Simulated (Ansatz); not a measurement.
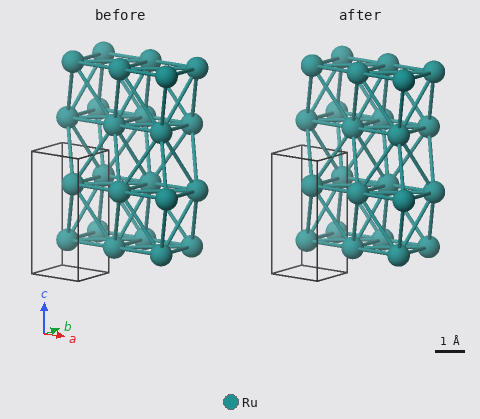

The structure of crystalline Ru (set up in P6_3/mmc) before (left) and after (right) a relaxation, at one scale.

A ball-and-stick model of the cell of the calculation, repeated 3 × 2 × 2 with one cell outlined, seen slightly off an axis.

The run lets cell and atoms move.

The calculation used Kohn-Sham DFT of a periodic cell, r2SCAN, Ansatz PAW in Ansatz.

The input:
```yaml
crystal:
  lattice:
    - [2.7058, 0.0, 0.0]
    - [-1.3529, 2.3432915376, 0.0]
    - [0.0, 0.0, 4.2819]
  atoms:
    - { symbol: Ru, position: [0.6666666667, 0.3333333333, 0.75] }
    - { symbol: Ru, position: [0.3333333333, 0.6666666667, 0.25] }
hamiltonian:
  xc: r2scan
  pseudopotentials: { kind: paw }
kpoints:
  mp_grid: { grid: [11, 11, 6] }
scf:
  occupations: { method: fermi_dirac, width: 0.05 }
output:
  forces: true
  stress: true
  eigenvalues: true
  write_density: true
  write_potential: true
  elf: true
  volumetric_format: npy
relax:
  f_tol: 0.01
  max_steps: 40
  cell: { stress_tol: 0.05, p_target: 20.0 }
```

Launched with:
```bash
ansatz run input.yaml --threads 2 --pin off --max-ram 5632MiB --backend cpu --events-out ev --progress --plain --runs-dir out
```

> Summarise the run.

The atoms keep their places relative to the cell (all moves are under 0.005 Å). Cell: a = b 2.706 → 2.653 Å (−1.9 %), c 4.282 → 4.202 Å (−1.9 %). Volume −5.7 %. Near-neighbour distances that change, for instance: Ru–Ru 2.706 → 2.653 Å, Ru–Ru 2.650 → 2.600 Å. The space group stays P6_3/mmc (No. 194). After 3 accepted moves (5 points after the start) the energy has risen by 80.3 meV per cell of the calculation. With the target pressure of 20 GPa, the enthalpy E + pV changes by −0.111 eV per cell of the calculation. All forces vanish by symmetry, so only the cell relaxes. The pressure goes from −2.02 to 19.96 GPa. The line search rejected the trial step at point 1 of the run. The SCF was repeated once at an unchanged geometry on a basis and grid sized afresh for the cell, which shifted the energy by 0.8 meV per cell of the calculation at most. Cost: 16 s on 2 threads of Arm Neoverse V1, on a shared host, peak memory 0.38 GiB.
